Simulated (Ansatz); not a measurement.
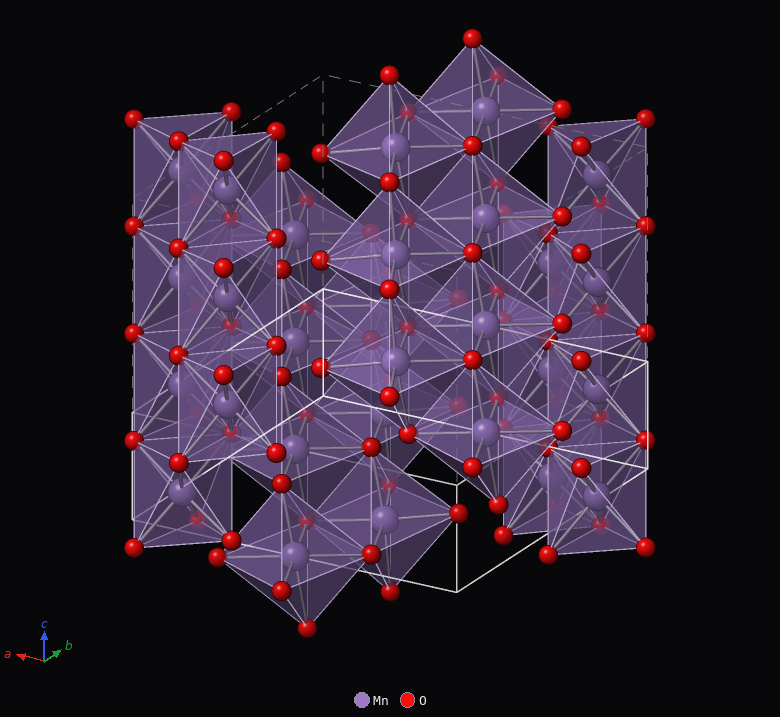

Polyhedra are drawn about Mn (bonds: Mn–O below 2.2 Å); other atoms are plain spheres.

MnO₂ (space group P4_2/m, No. 84). Coordinates: the end point of a relaxation with DFT PBE+U+D3(BJ), scalar-relativistic, plane waves, PAW in Ansatz.

Sharing among the drawn polyhedra:

| site | polyhedron | corner-sharing neighbours | edge-sharing | face-sharing | bond (Å) |
| --- | --- | --- | --- | --- | --- |
| Mn(2d) | MnO6 octahedron | 0 | 6 | 0 | 1.93 |
| Mn(4j) | MnO6 octahedron | 4 | 4 | 0 | 1.90–1.94 |

They form a three-dimensional framework of corner- and edge-sharing octahedra.
